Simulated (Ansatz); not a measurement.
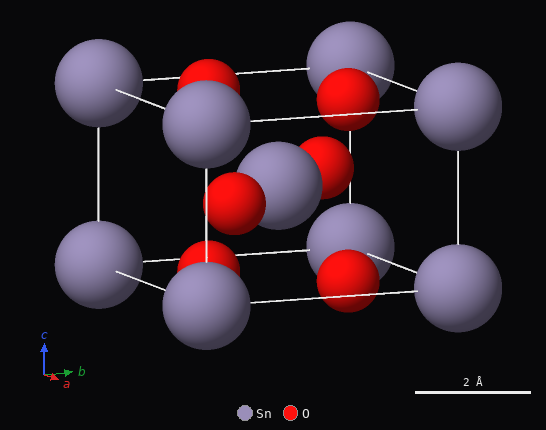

An orthographic spheres-only view of the structure, slightly off an axis. The box is the simulation cell; atoms on or close to its faces, edges and corners are drawn wherever they repeat.

```yaml
crystal:
  lattice:
    - [4.76024, 0.00000, 0.00000]
    - [0.00000, 4.76024, 0.00000]
    - [0.00000, 0.00000, 3.20078]
  atoms:
    - { symbol: Sn, position: [0.00000, 0.00000, 0.00000] }
    - { symbol: Sn, position: [0.50000, 0.50000, 0.50000] }
    - { symbol: O, position: [0.30591, 0.30591, 0.00000] }
    - { symbol: O, position: [0.80591, 0.19409, 0.50000] }
    - { symbol: O, position: [0.19409, 0.80591, 0.50000] }
    - { symbol: O, position: [0.69409, 0.69409, 0.00000] }
```

Results below were computed with DFT r2SCAN, scalar-relativistic, plane waves, PAW (Ansatz); the settings were a basis cut at 500 eV, a 6×6×10 mesh of k-points, Gaussian smearing of 0.05 eV, no spin polarisation.

### How charged are the atoms, by the Bader scheme?

Sn +2.62 e; O -1.31 e. The transfer is large, as in an ionic solid.

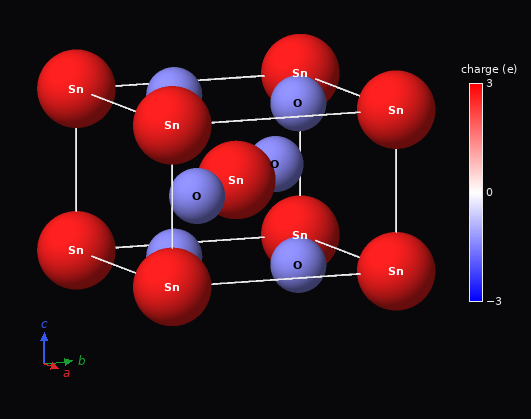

The atoms coloured by those charges.

Provenance: a structure type known for this compound. Earlier steps of the study, as a rule a relaxation of our own, may have changed the cell and positions, so they can lie some per cent off the listed ones. A calculation with Ansatz used it as input.
